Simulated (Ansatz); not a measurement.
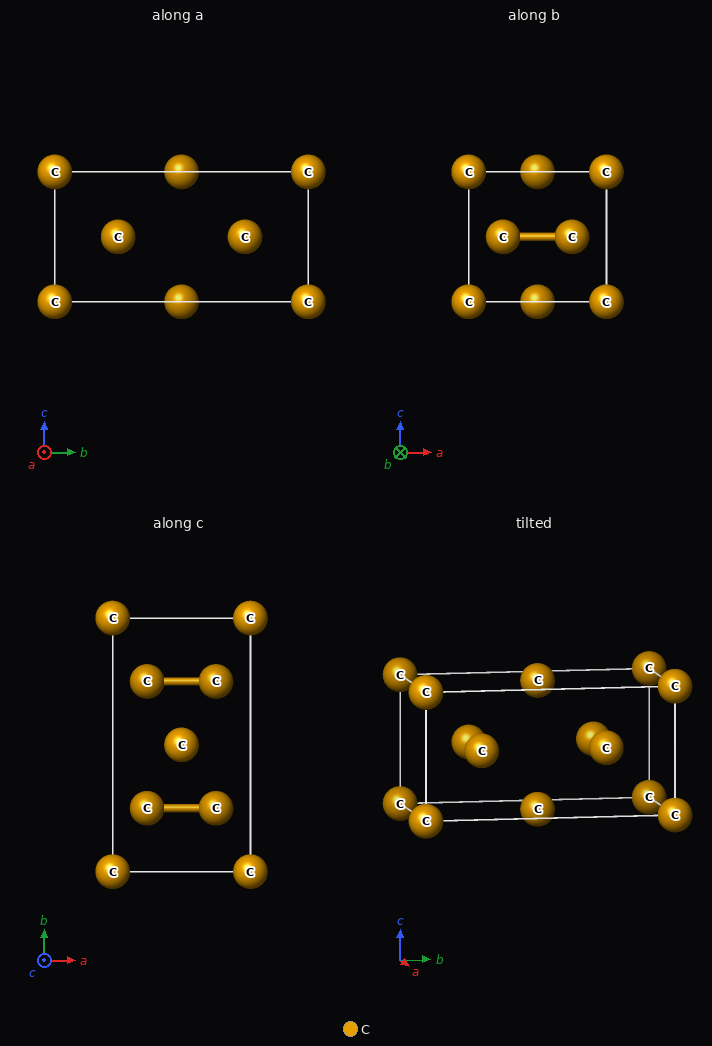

Drawn in the ball-and-stick manner and seen along the a axis, along the b axis, along the c axis and slightly off an axis. The wireframe shows the conventional unit cell.

Lattice parameters: a = 2.8147 Å, b = 5.1798 Å, c = 2.6539 Å, α = 90.000°, β = 90.000°, γ = 90.000°.

Question: Transcribe the picture into a CIF in P1 with every atom of the cell.

Answer:
```cif
data_structure
_symmetry_space_group_name_H-M 'P 1'
_symmetry_Int_Tables_number 1
_cell_length_a 2.8147
_cell_length_b 5.1798
_cell_length_c 2.6539
_cell_angle_alpha 90.000
_cell_angle_beta 90.000
_cell_angle_gamma 90.000
_cell_volume 38.69
loop_
_atom_site_label
_atom_site_type_symbol
_atom_site_fract_x
_atom_site_fract_y
_atom_site_fract_z
_atom_site_occupancy
C1 C 0.7500 0.2500 0.5000 1
C2 C 0.2500 0.2500 0.5000 1
C3 C 0.5000 0.5000 0.0000 1
C4 C 0.2500 0.7500 0.5000 1
C5 C 0.7500 0.7500 0.5000 1
C6 C 0.0000 0.0000 0.0000 1
```

The structure comes from a random cell made by a generator, so it need not be a real form of the element. Earlier steps of the study, as a rule a relaxation of our own, may have changed the cell and positions, so they can lie some per cent off the listed ones. A calculation with Ansatz used it as input.
